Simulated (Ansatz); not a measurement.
Consider ZrN.

Input

```
crystal:
  lattice:
    - [0.0, 2.3, 2.3]
    - [2.3, 0.0, 2.3]
    - [2.3, 2.3, 0.0]
  atoms:
    - { symbol: Zr, position: [0.5, 0.5, 0.5] }
    - { symbol: "N", position: [0.0, 0.0, 0.0] }
basis:
  ecutwfc: 420
kpoints:
  mp_grid: { grid: [16, 16, 16] }
hamiltonian:
  xc: pbe
scf:
  occupations: { method: gaussian, width: 0.1 }
output:
  forces: true
  stress: true
  eigenvalues: true
  write_density: true
  write_potential: true
  elf: true
  volumetric_format: npy
relax:
  adjacent_minimum: "off"
  f_tol: 0.005
  max_steps: 80
  cell: { stress_tol: 0.05 }
```

Command:

```sh
ansatz run input.yaml --threads 1 --pin off --max-ram 2560MiB --backend cpu --events-out ev --progress --plain --runs-dir out
```

Below, planes, directions and counts refer to the conventional cell (a = 4.59 Å, b = 4.59 Å, c = 4.59 Å, α = 90.00°, β = 90.00°, γ = 90.00°).

The fields are those of the relaxed geometry.

Space group Fm-3m; computed without spin polarisation.

All numbers below come from Ansatz, DFT PBE, scalar-relativistic, plane waves, PAW.

### What will maps of the valence pseudo-density and electron localisation function show?

Zr–N (2.30 Å): ρ at the midpoint is about 0.45 e/Å³; the ELF peaks at about 0.80 in the valence shell of N, 0.7 Å from its nucleus, and drops to about 0.15 between the two atoms; no localised pair shows between them.

### Does the calculation give a band gap?

It is gapless in this calculation (a metal or semimetal).

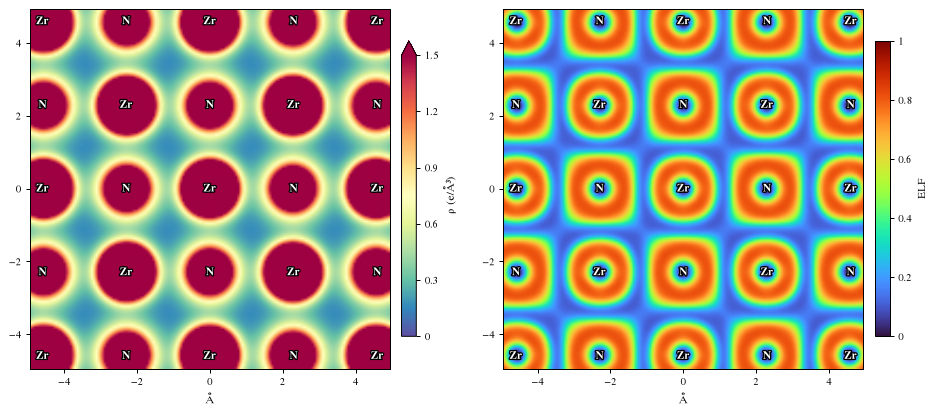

Computed valence pseudo-density and electron localisation function on the (001) plane of the conventional cell, in this order. 

In a PAW calculation such maps are meaningful between the atoms, not at the nuclei.
